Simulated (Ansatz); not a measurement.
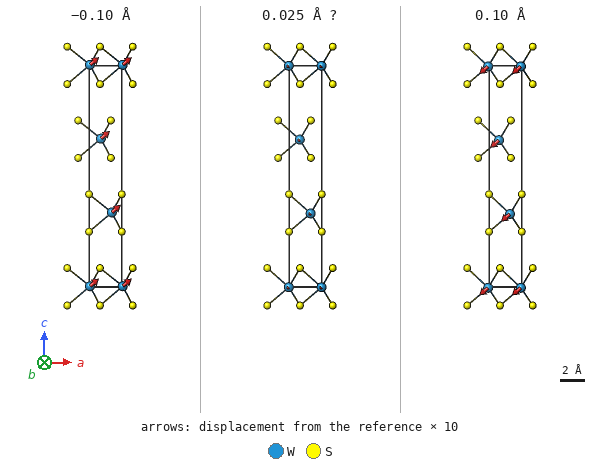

A scan of solid WS2 (R3m): the whole W sublattice is shifted rigidly, towards the nearest copy of atom 2 (S) at 2.391 Å, all else fixed. A ball-and-stick model of the conventional cell (3 times the calculation's cell), seen along the b axis. Red arrows: displacements from the reference. Lengths and directions refer to the drawn axes.

These are results of DFT r2SCAN, scalar-relativistic, plane waves, PAW in Ansatz, not measurements. (plane-wave cutoff 500 eV; k-point mesh 12 × 12 × 12; occupations gaussian; smearing width 0.05 eV; no spin polarisation). Energies (free energies at the smearing named) are counted from the cell as listed in its source, which wasn't relaxed.

```csv
displacement (Å),E − E(ref) (meV/cell)
−0.100,94.9
−0.050,13.8
0.000,0.0
0.025,?
0.075,107.0
0.100,177.2
```

### Estimate the missing energy from the other rows, and compare with the calculation.

A straight line between the two neighbours gives 35.7 meV/cell. A cubic through the four nearest rows (−0.050, 0.000, 0.075, 0.100) gives, with Lagrange weights, (−0.1000)(13.8) + (0.7500)(0.0) + (0.6000)(107.0) + (−0.2500)(177.2) = 18.5 meV/cell. The calculation gives 18.5 meV/cell, so the cubic is right to the digits shown and the straight line 17.2 meV/cell too high, as the curve bends upwards here.

The whole profile:

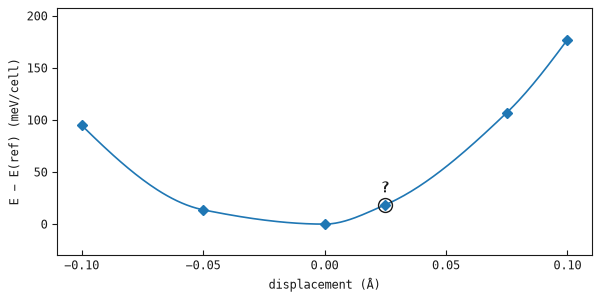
